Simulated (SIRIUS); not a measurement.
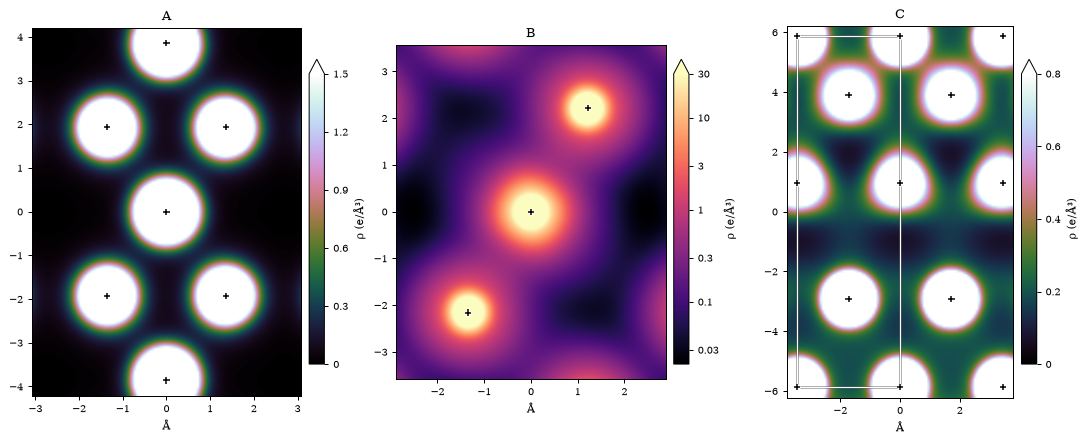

The electron density of 3 systems, each on a plane through atoms (crosses mark nuclei in the plane).

Level of theory: Kohn-Sham DFT of a periodic cell, PBEsol, all-electron FP-LAPW in SIRIUS 7.12.0.

System 1: TaAs, the (100) plane of the conventional cell. Space group I4₁md; a structure from a database of computed crystals, not necessarily the ambient phase.

System 2: PtSe₂, the (110) plane of the conventional cell. Space group P1; not relaxed (largest force 2.0 eV/Å).

```
Pt Se
1.0
     3.72400    0.00000    0.00000
    -1.86200    3.22508    0.00000
     0.00000    0.00000    5.06200
Pt Se
1 2
Direct
  0.01133 0.02263 0.00660
  0.65034 0.33134 0.74000
  0.33238 0.65513 0.24631
```

System 3: CaF₂, the (011) plane of the conventional cell. Space group Fm-3m.

```yaml
crystal:
  lattice:
    - [5.46200, 0.00000, 0.00000]
    - [0.00000, 5.46200, 0.00000]
    - [0.00000, 0.00000, 5.46200]
  atoms:
    - { symbol: Ca, position: [0.00000, 0.00000, 0.00000] }
    - { symbol: Ca, position: [0.50000, 0.50000, 0.00000] }
    - { symbol: Ca, position: [0.50000, 0.00000, 0.50000] }
    - { symbol: Ca, position: [0.00000, 0.50000, 0.50000] }
    - { symbol: F, position: [0.75000, 0.25000, 0.25000] }
    - { symbol: F, position: [0.25000, 0.75000, 0.25000] }
    - { symbol: F, position: [0.25000, 0.25000, 0.75000] }
    - { symbol: F, position: [0.75000, 0.75000, 0.75000] }
    - { symbol: F, position: [0.25000, 0.25000, 0.25000] }
    - { symbol: F, position: [0.75000, 0.75000, 0.25000] }
    - { symbol: F, position: [0.75000, 0.25000, 0.75000] }
    - { symbol: F, position: [0.25000, 0.75000, 0.75000] }
```

**Which map belongs to which system?**

Panel A is system 3, CaF₂: the plane holds Ca and F. Ca–F (2.37 Å): ρ at the midpoint is about 0.22 e/Å³. Panel B is system 2, PtSe₂: the plane holds Pt and Se. Pt–Se (2.53 Å): ρ is about 0.56 e/Å³ halfway. Panel C is system 1, TaAs: the plane holds Ta and As. Ta–As (2.61 Å): the density is about 0.42 e/Å³ at the midpoint.
